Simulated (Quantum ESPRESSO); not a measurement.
## Energy of Nb along an even scaling of the cell

System: Nb (1 atom in the cell).
Method: Kohn-Sham DFT of a periodic cell, LDA, PseudoDojo 0.4.1 SR LDA standard, no spin polarisation (Quantum ESPRESSO 7.5).

The 7 runs differ only in the geometry, by an even scaling of the cell at fixed fractional positions. The structure derives from an entry of the Crystallography Open Database.

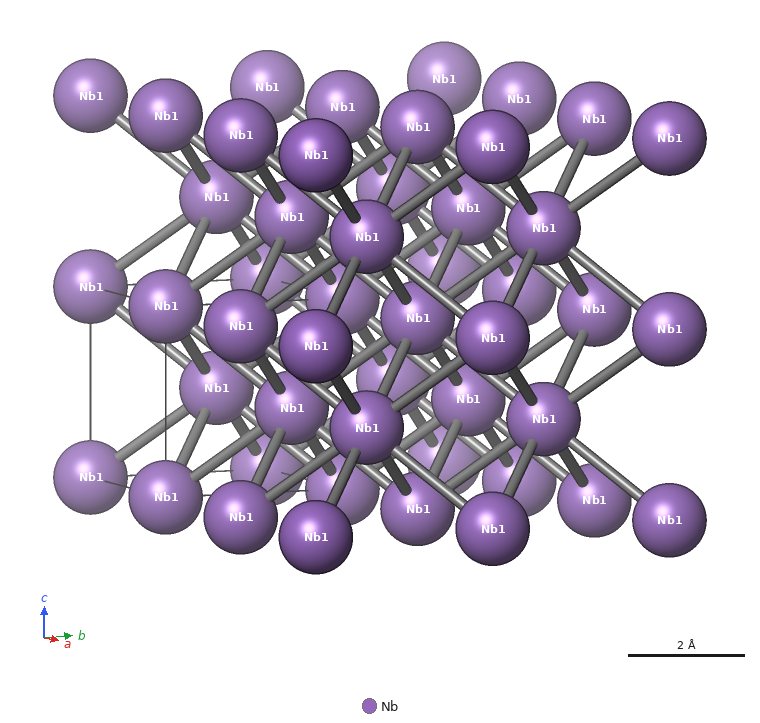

Figure 1. The structure of run 4 (ball-and-stick view of the cell 2 times as large as that of the calculation, set on its symmetry axes, repeated 3 × 2 × 2, seen slightly off an axis; atoms are numbered from 1 in the order of the input).

## Input of run 4
```
&CONTROL
  calculation = 'scf'
  prefix = 'pwscf'
  outdir = './tmp'
  pseudo_dir = './pseudo'
  tprnfor = .true.
  tstress = .true.
  disk_io = 'nowf'
/
&SYSTEM
  ibrav = 0
  nat = 1
  ntyp = 1
  ecutwfc = 82
  nbnd = 12
  occupations = 'smearing'
  smearing = 'fd'
  degauss = 0.00367493
/
&ELECTRONS
  conv_thr = 2d-10
  electron_maxstep = 120
  mixing_beta = 0.5
/
ATOMIC_SPECIES
Nb    92.9064 Nb.upf
CELL_PARAMETERS angstrom
  -1.6639500000    1.6639500000    1.6639500000
   1.6639500000   -1.6639500000    1.6639500000
   1.6639500000    1.6639500000   -1.6639500000
ATOMIC_POSITIONS crystal
Nb     0.0000000000    0.0000000000    0.0000000000
K_POINTS automatic
11 11 11 0 0 0
```

Command:
```bash
OMP_NUM_THREADS=1 pw.x -in pw.in > pw.out
```

Lattice vectors (Å) and fractional positions of run 4:
```
  -1.663950    1.663950    1.663950
   1.663950   -1.663950    1.663950
   1.663950    1.663950   -1.663950
Nb  0.000000  0.000000  0.000000
```

Run 2 differs from it as follows:
```diff
-  -1.6639500000    1.6639500000    1.6639500000
-   1.6639500000   -1.6639500000    1.6639500000
-   1.6639500000    1.6639500000   -1.6639500000
+  -1.6414614324    1.6414614324    1.6414614324
+   1.6414614324   -1.6414614324    1.6414614324
+   1.6414614324    1.6414614324   -1.6414614324
```

## Results, with one run withheld

| run | volume per atom (Å³) | free energy per atom, from the lowest run given (meV) | pressure (GPa) |
| --- | --- | --- | --- |
| 1 | 17.322 | 0.00 | −1.18 |
| 2 | 17.691 | ? | ? |
| 3 | 18.060 | 21.95 | −8.27 |
| 4 | 18.428 | 44.49 | −11.38 |
| 5 | 18.797 | 73.87 | −14.22 |
| 6 | 19.165 | 109.49 | −16.81 |
| 7 | 19.534 | 150.76 | −19.14 |

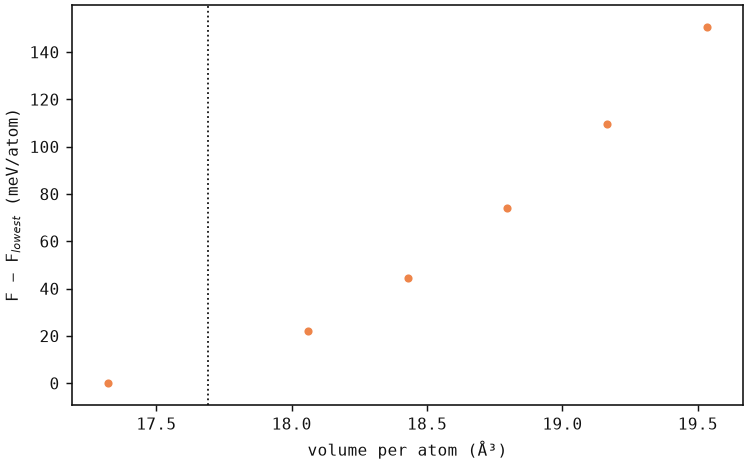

Figure 2. Free energy per atom of the runs given; the dotted line marks run 2.

Estimate the energy of run 2 from the others.

A cubic polynomial in V^(−2/3) (the Birch–Murnaghan form), fitted to the 6 runs given, misses them by at most 0.04 meV per atom. With x = V^(−2/3) − 0.14282 Å⁻², it reads F = 51.766 − 14730 x + 1.0557e+06 x² − 2.0463e+06 x³ (meV per atom). At run 2 it gives 6.85 meV per atom, and the run itself gives 6.90. The slope of the fit gives a pressure −dF/dV of −4.82 GPa there, and the run prints −4.88 GPa. The two needn't agree exactly: the fit is approximate, and the printed stress is taken on a finite basis. The fit has no minimum inside this range.

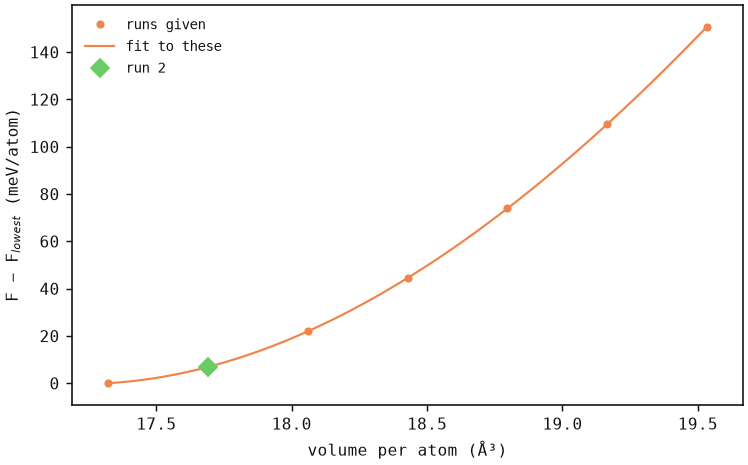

Figure 3. The fit and the withheld run.

## Some lines of the output (run 2)
```
[...]
     unit-cell volume          =     119.3847 (a.u.)^3
     number of k points=    56  Fermi-Dirac smearing, width (Ry)=  0.0037
     total energy              =    -124.68008561 Ry
     total energy              =    -124.69083512 Ry
     total energy              =    -124.69102753 Ry
     total energy              =    -124.69104543 Ry
     total energy              =    -124.69104710 Ry
     total energy              =    -124.69104711 Ry
     the Fermi energy is    18.0429 ev
!    total energy              =    -124.69104711 Ry
     The total energy is F=E-TS. E is the sum of the following terms:
     Computing stress (Cartesian axis) and pressure
          total   stress  (Ry/bohr**3)                   (kbar)     P=      -48.77
```
